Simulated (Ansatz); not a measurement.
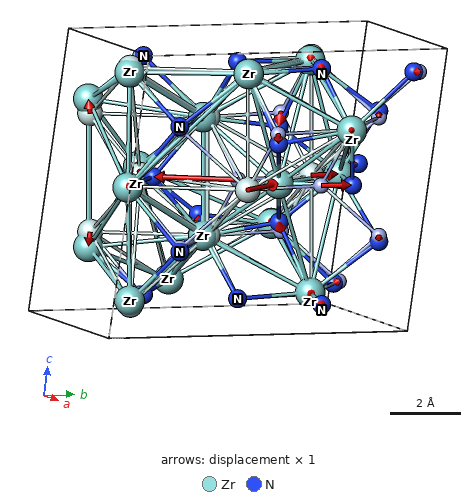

This is a relaxation of a defect cell of composition Zr$_{16}$N$_{19}$. The starting structure is drawn faded, the final one solid; red arrows show the displacements, at their true length.

A ball-and-stick model of the cell of the calculation (origin shifted), seen slightly off an axis.

Case: Zr on a N site (c), charge +0, atoms relaxed at the host's cell.

The calculation used DFT PBE, scalar-relativistic, plane waves, PAW in Ansatz. (plane-wave cutoff 420 eV; k-point mesh 3 × 2 × 3; occupations gaussian; smearing width 0.01 eV; mesh shifted by (0, 0.5, 0); collinear spin; atoms relaxed in a fixed cell; force threshold 0.025 eV/Å; at most 45 steps)

### What did the optimiser do to the structure, and how much energy did it gain?

Over 27 geometry steps the energy falls by 10.133 eV per cell of the calculation. The largest force component goes from 3.8 to 0.015 eV/Å. An N atom moves most: 2.51 Å along [−2 −3 0]. Largest moves by element: N 2.51 Å, Zr 1.75 Å. The cell stays as it was. Near-neighbour distances that change, for instance: N–Zr 2.286 → 5.374 Å, Zr–Zr 2.291 → 4.250 Å, N–Zr 2.057 → 3.872 Å, N–Zr 4.132 → 2.346 Å. New bonds form, among them: N–Zr (3.36 → 2.25 Å), N–Zr (3.36 → 2.34 Å), N–Zr (3.44 → 2.30 Å), N–Zr (4.13 → 2.35 Å). Bonds break, among them: N–Zr (2.06 → 3.87 Å), N–Zr (2.29 → 5.37 Å). Bond angles that change, for instance: Zr–N–Zr 105.0° → 148.7°, Zr–N–Zr 89.2° → 128.3°, Zr–N–Zr 97.4° → 134.4°. The program noted that the starting moments weren't kept. The run took 33 min on 4 threads of Intel(R) Xeon(R) Processor @ 2.70GHz, with other jobs on the host, peak memory 2.1 GiB.

Limits of the set-up: the periodic images lie only 6.0 Å apart, so the values are limited by the cell's size.
